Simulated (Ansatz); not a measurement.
# AlCu₃: single-point calculation

System: AlCu₃ (P6₃/mmc, 8 atoms in the cell).
Method: DFT LDA, scalar-relativistic, plane waves, PAW, no spin polarisation (Ansatz 0.2.0).

The structure derives from a Materials Project entry. Figures and captions count atoms from 1; the log counts them from 0 in places.

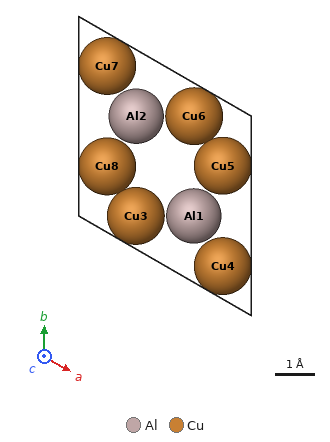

**Figure 1.** The structure as given in the input (spheres-only view of the cell of the calculation, along the c axis; atoms are numbered from 1 in the order of the input). An atom can appear more than once, as a periodic image.

The input:
```yaml
crystal:
  lattice:
    - [5.137917364, 0.0, 0.0]
    - [-2.568958682, 4.4495669597, 0.0]
    - [0.0, 0.0, 4.20614006]
  atoms:
    - { symbol: Al, position: [0.66666667, 0.33333333, 0.25] }
    - { symbol: Al, position: [0.33333333, 0.66666667, 0.75] }
    - { symbol: Cu, position: [0.33106471, 0.16553236, 0.75] }
    - { symbol: Cu, position: [0.83446764, 0.16553236, 0.75] }
    - { symbol: Cu, position: [0.83446764, 0.66893529, 0.75] }
    - { symbol: Cu, position: [0.66893529, 0.83446764, 0.25] }
    - { symbol: Cu, position: [0.16553236, 0.83446764, 0.25] }
    - { symbol: Cu, position: [0.16553236, 0.33106471, 0.25] }
basis:
  ecutwfc: 420
kpoints:
  mp_grid: { grid: [6, 6, 4] }
hamiltonian:
  xc: lda
scf:
  occupations: { method: gaussian, width: 0.1 }
output:
  forces: true
  stress: true
  eigenvalues: true
```

Machine: 2 threads of Intel Xeon @ 2.50GHz (Skylake/Cascade Lake), 192 GiB of memory available, shared host.

Command:
```bash
ansatz run input.yaml --threads 2 --pin off --max-ram 6144MiB --backend cpu --events-out ev --progress --plain --runs-dir out
```

Log:
```
Engine: ansatz 0.2.0, x86_64-unknown-linux-gnu
Pseudopotentials: kind: paw
Pseudopotential: Al, paw, valence charge 3, recommended cutoff 420 eV (normal), Al.paw.azcp
Pseudopotential: Cu, paw, valence charge 19, recommended cutoff 420 eV (normal), Cu.paw.azcp
Functional definition: SPW92
  exchange = slater_x
  correlation = pw_c
Crystal: 8 atoms, lattice volume = 96.159 Å³
Basis set: ecut = 420 eV, 1881 PW (Γ)
Bands: 72, of which v1, the nominal top of the filled ones, is band 60 counted from 1 (59 counted from 0)
Symmetry: 24 space group operations
Space group: P63/mmc (ITA 194), of the structure as read, at distance tolerance 4.6e-5 Å
k-points: 21 of 144
Non-local potential: Al, projectors of the file, l = 0: 2, l = 1: 2, l = 2: 1
Non-local potential: Cu, projectors of the file, l = 0: 3, l = 1: 2, l = 2: 3, l = 3: 1
PAW form: soft (Blöchl's): semilocal exchange-correlation on the pseudo side does not see the compensation charge
PAW frozen core: Al, regenerated for the run's functional, and the local potential with it (the file was generated under x = pbe(κ = 0.804, μ = 0.2195149727645171), c = pbe(β = 0.06672455060314922))
PAW frozen core: Cu, regenerated for the run's functional, and the local potential with it (the file was generated under x = pbe(κ = 0.804, μ = 0.2195149727645171), c = pbe(β = 0.06672455060314922))
PAW one-centre angular grid: Al, 110 points (default); XC on 64 Gauss nodes
PAW one-centre angular grid: Cu, 590 points (default); XC on 64 Gauss nodes
Initial density: superposition of atomic densities (neutral atoms: chi_scale 0, normalization atom), corrected by the library's trained network
Initial wavefunctions: pseudopotential atomic-orbital guess
Functional: x = slater, c = lda
SCF iter   1: F=—  HF=-40361.634052 eV  |F-HF|=—  |Δ(HF+E_count)|=         —  Δρ=1.52e-2  dr2=8.85e-2  ethr=1.77e-3  ⟨swp⟩=5.3  Hψ=5459  notcnv=0  defer=21
preconditioner: auto → Kerker (q_TF=auto, 2.831 Å⁻¹)  [metal: Δε(μ)=0.058 eV  Ē_g=8.841 eV  σ=0.100 eV  W_gap=0.30  n_scr=32 (ndim 8)  ℏωp=32.1 eV  f_vac=0.000  D(μ)=5.53/eV (n_scr^D=58)]
SCF iter   2: F=—  HF=-40361.608006 eV  |F-HF|=—  |Δ(HF+E_count)|=   2.60e-2  Δρ=2.41e-3  dr2=6.52e-3  ethr=7.37e-5  ⟨swp⟩=2.0  Hψ=2613  notcnv=0  defer=106
SCF iter   3: F=—  HF=-40361.606562 eV  |F-HF|=—  |Δ(HF+E_count)|=   1.44e-3  Δρ=2.06e-3  dr2=2.94e-3  ethr=5.43e-6  ⟨swp⟩=2.8  Hψ=2323  notcnv=0  defer=106
SCF iter   4: F=—  HF=-40361.605789 eV  |F-HF|=—  |Δ(HF+E_count)|=   7.72e-4  Δρ=3.77e-4  dr2=2.45e-4  ethr=2.45e-6  ⟨swp⟩=2.0  Hψ=1824  notcnv=0  defer=106
SCF iter   5: F=—  HF=-40361.605720 eV  |F-HF|=—  |Δ(HF+E_count)|=   6.99e-5  Δρ=6.88e-5  dr2=6.09e-6  ethr=2.04e-7  ⟨swp⟩=2.0  Hψ=2127  notcnv=0  defer=106
SCF iter   6: F=—  HF=-40361.605724 eV  |F-HF|=—  |Δ(HF+E_count)|=   4.75e-6  Δρ=3.18e-5  dr2=1.02e-6  ethr=5.08e-9  ⟨swp⟩=2.0  Hψ=2183  notcnv=0  defer=106
SCF iter   7: F=—  HF=-40361.605724 eV  |F-HF|=—  |Δ(HF+E_count)|=   1.30e-7  Δρ=1.06e-5  dr2=1.50e-7  ethr=8.52e-10  ⟨swp⟩=2.4  Hψ=2695  notcnv=0  defer=106
SCF iter   8: F=-40361.605724 eV  HF=-40361.605724 eV  |F-HF|=8.25e-9  |Δ(HF+E_count)|=   2.05e-8  Δρ=2.64e-6  dr2=9.02e-9  ethr=8.33e-11  ⟨swp⟩=8.4  Hψ=5941  notcnv=0
SCF 1 converged in 8 iterations: F = -40361.605724 eV  dr2 = 9.02e-9
  greatest PAW one-centre occupation: 1.000 electrons in one spin orbital (limit 2), on the Cu atom at site 7 (counted from 0), in its partial waves of l = 0
```

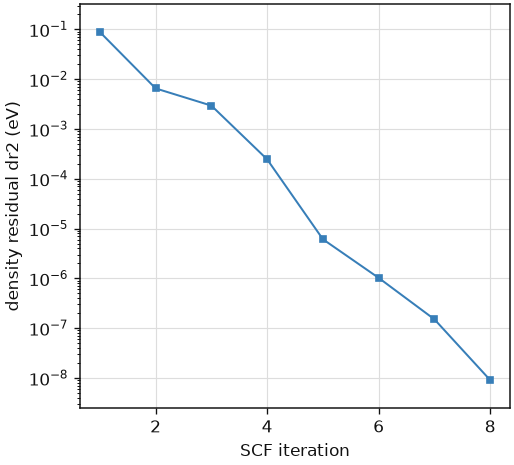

**Figure 2.** Convergence of the self-consistent field: density residual dr2 against the SCF iteration. The residual falls at every step.

```
SCF converged after 8 iterations
Free energy (F): -40361.605724 eV
Harris-Foulkes:  -40361.605724 eV  (|F-HF|=8.25e-9)
Internal energy: -40361.579300 eV  (E = F + TS)
E sigma→0 (E₀):  -40361.592512 eV
Entropy (-TS):   -0.026424 eV (-3.303 meV/atom)
Fermi energy:    15.158080 eV
--- Per-component energies (eV) ---
  E_band       = -2327.338040
  E_kinetic    = 1854.950088
  E_local      = -27994.740219  (includes V_loc(G=0)·N_el)
  E_nonlocal   = 2376.790285
  E_hartree    = 12450.281395
  E_xc         = -618.762226
  E_vxc        = -759.151707  (∫ρ·V_xc dr)
  E_paw        = -10438.041067  (= ΣΔE_a)
  E_vpaw       = -2705.741237  (= ΣTr[D̂ρ^β])
  E_aug_tail   = 0.001206  (compensation charges beyond the density's cutoff)
  E_ewald      = -17994.868155
  E_core_change = 2.809394  (= ΣΔE_core)
  E_smearing   = -0.026424  (= −TS)
  E_closure    = -0.000000  (closes the sum)
  Σ components = -40361.605724   (vs F -40361.605724, Δ=0.00e0)
--- Forces (eV/Å), atoms counted from 1 ---
  atom   1  Al     0.00000000    -0.00000000     0.00000000
  atom   2  Al    -0.00000000     0.00000000     0.00000000
  atom   3  Cu    -0.03026808    -0.01747529     0.00000000
  atom   4  Cu     0.03026808    -0.01747529     0.00000000
  atom   5  Cu     0.00000000     0.03495057     0.00000000
  atom   6  Cu     0.03026808     0.01747529     0.00000000
  atom   7  Cu    -0.03026808     0.01747529     0.00000000
  atom   8  Cu     0.00000000    -0.03495057     0.00000000
  max |Σ_I F_I| component: 4.16e-17 eV/Å
--- Stress (GPa, compression-positive) ---
       -5.365876       0.000000       0.000000
        0.000000      -5.365876       0.000000
        0.000000       0.000000      -7.101808
  P = ⅓ Tr σ = -5.9445 GPa (-59.445 kbar)
--- Band table (eV; the first three rows and the last of 21) ---
  k-point 0: bands = ["-97.2182", "-97.2093", "-97.2093", "-97.2093", "-97.2049", "-97.2049", "-55.0698", "-55.0698", "-55.0670", "-55.0603", "-55.0603", "-55.0476", "-55.0420", "-55.0420", "-55.0329", "-55.0234", "-55.0181", "-55.0075", "-55.0075", "-54.9967", "-54.9607", "-54.9607", "-54.9573", "-54.9573", "4.4117", "8.7985", "9.9372", "9.9372", "9.9910", "10.1033", "10.1329", "10.4162", "10.4162", "10.7672", "10.7672", "10.8591", "10.8591", "11.3839", "11.4130", "11.4348", "11.5327", "11.5327", "11.6632", "11.6632", "12.1035", "12.1035", "12.1921", "12.1921", "12.3802", "12.3802", "12.4092", "12.4092", "12.5510", "12.8837", "12.8958", "12.9780", "13.3405", "13.8127", "13.8127", "14.3406", "15.0767", "15.0767", "16.6080", "19.8548", "20.6900", "20.6900", "20.8935", "20.8935", "21.8316", "22.3156", "22.3156", "22.9806"]
  k-point 1: bands = ["-97.2169", "-97.2106", "-97.2087", "-97.2087", "-97.2055", "-97.2055", "-55.0745", "-55.0745", "-55.0661", "-55.0661", "-55.0593", "-55.0440", "-55.0343", "-55.0308", "-55.0308", "-55.0270", "-55.0178", "-55.0081", "-55.0081", "-55.0035", "-54.9603", "-54.9603", "-54.9578", "-54.9578", "4.9511", "8.3205", "9.5151", "9.8629", "10.0367", "10.0367", "10.3834", "10.3834", "10.5114", "10.7201", "10.7201", "10.9428", "10.9458", "10.9458", "11.4636", "11.6174", "11.7208", "11.7208", "11.9560", "12.0359", "12.0359", "12.0530", "12.0530", "12.1591", "12.1591", "12.4111", "12.4111", "12.6067", "12.6067", "12.6332", "12.9104", "12.9666", "13.5004", "13.5004", "13.5892", "14.4370", "14.8427", "14.8427", "18.3893", "18.5832", "18.5832", "18.8641", "18.8641", "19.2756", "19.7990", "24.9794", "24.9794", "25.5173"]
  k-point 2: bands = ["-97.2138", "-97.2138", "-97.2071", "-97.2071", "-97.2071", "-97.2071", "-55.0744", "-55.0744", "-55.0744", "-55.0744", "-55.0430", "-55.0430", "-55.0355", "-55.0355", "-55.0153", "-55.0153", "-55.0153", "-55.0153", "-55.0145", "-55.0145", "-54.9591", "-54.9591", "-54.9591", "-54.9591", "6.4747", "6.4747", "9.4450", "9.4450", "10.1923", "10.1923", "10.1923", "10.1923", "10.9108", "10.9108", "10.9369", "10.9369", "10.9369", "10.9369", "11.5467", "11.5467", "11.9766", "11.9766", "11.9766", "11.9766", "12.0936", "12.0936", "12.2970", "12.2970", "12.2970", "12.2970", "12.5636", "12.5636", "12.5636", "12.5636", "12.9388", "12.9388", "13.8416", "13.8416", "13.8416", "13.8416", "14.2794", "14.2794", "17.6759", "17.6759", "17.6759", "17.6759", "17.8470", "17.8470", "24.4858", "24.4858", "27.5438", "27.5438"]
  k-point 20: bands = ["-97.2107", "-97.2107", "-97.2101", "-97.2101", "-97.2071", "-97.2071", "-55.0719", "-55.0719", "-55.0633", "-55.0633", "-55.0491", "-55.0491", "-55.0334", "-55.0334", "-55.0184", "-55.0184", "-55.0130", "-55.0130", "-54.9899", "-54.9899", "-54.9898", "-54.9898", "-54.9620", "-54.9620", "8.1904", "8.1904", "8.5838", "8.5838", "9.2127", "9.2127", "10.5770", "10.5770", "10.8801", "10.8801", "10.9648", "10.9648", "10.9835", "10.9835", "11.1131", "11.1131", "11.4279", "11.4279", "11.6978", "11.6978", "11.7416", "11.7416", "12.0266", "12.0266", "12.0918", "12.0918", "12.4203", "12.4203", "12.5162", "12.5162", "12.6956", "12.6956", "12.7815", "12.7815", "13.0164", "13.0164", "17.0267", "17.0267", "18.3716", "18.3716", "19.5700", "19.5700", "23.8848", "23.8848", "24.2924", "24.2924", "24.7964", "24.7964"]
```

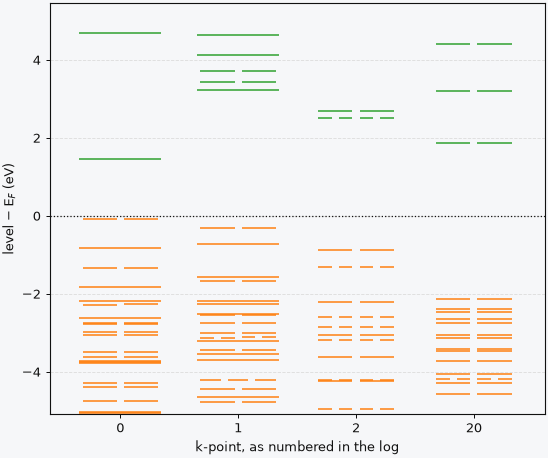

**Figure 3.** Kohn–Sham levels near the Fermi level (dotted) at the few k-points that the log prints; levels within 0.02 eV of each other stand side by side. The system is metallic on the full mesh.

Summary:

```tsv
quantity	value
outcome	converged
space group (tolerance 0.01 Å)	P6₃/mmc (194)
electrons treated	120
free energy	−40361.6057 eV
Fermi energy	15.158 eV
gap on the k-point mesh	none (metallic)
pressure	−5.94 GPa
largest force (length of the vector)	0.035 eV/Å
wall time	8.2 s (CPU time 16 s)
peak memory	0.5 GiB
```

Remarks:

The cell is under a tension of 5.9 GPa at this level, so it is not at its equilibrium volume.
